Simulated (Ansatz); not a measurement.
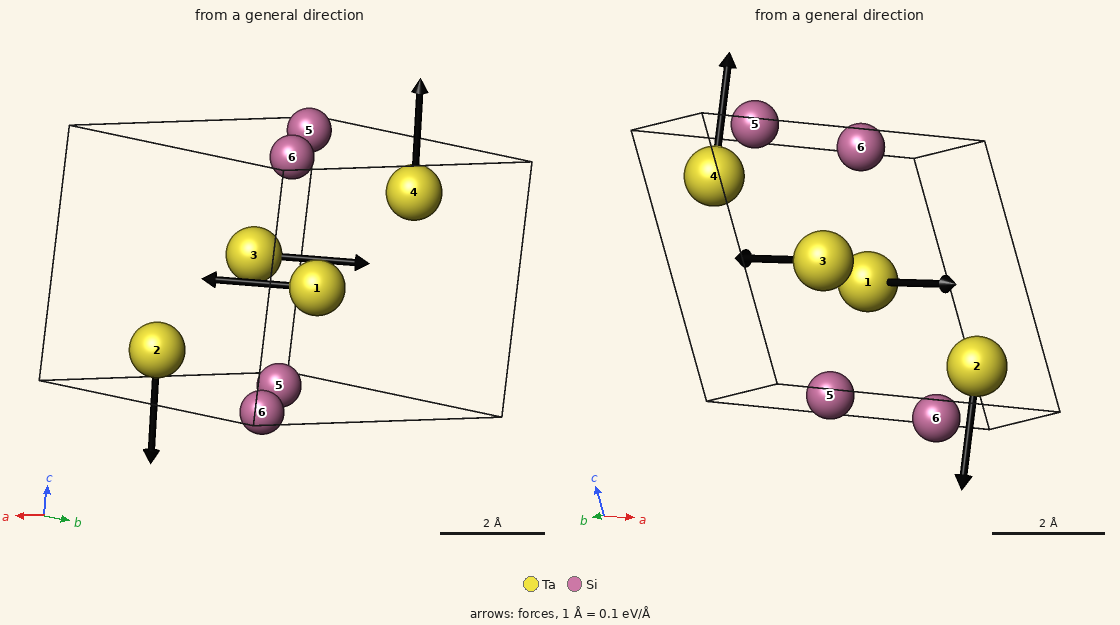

The image is a spheres-only drawing of a crystal, viewed from two general directions. The wireframe shows the simulation cell. The arrows are the computed forces on the atoms.

System: Ta$_{2}$Si. All computed values are from Ansatz 0.2.0, DFT PBEsol, scalar-relativistic, plane waves, PAW. Settings: a cutoff energy of 420 eV, a 12×12×12 grid in reciprocal space, Gaussian smearing of 0.15 eV, no spin polarisation.

**Could this be the end point of a relaxation?**

No. The atoms still feel forces of up to about 0.18 eV/Å, above a usual threshold of 0.01 to 0.03 eV/Å.

**Which atom is pushed hardest?**

All Ta atoms, about 0.18 eV/Å.

The cell started as a structure listed in the Materials Project. The cell was then strained or its atoms displaced on purpose. It was the input of a calculation with Ansatz.
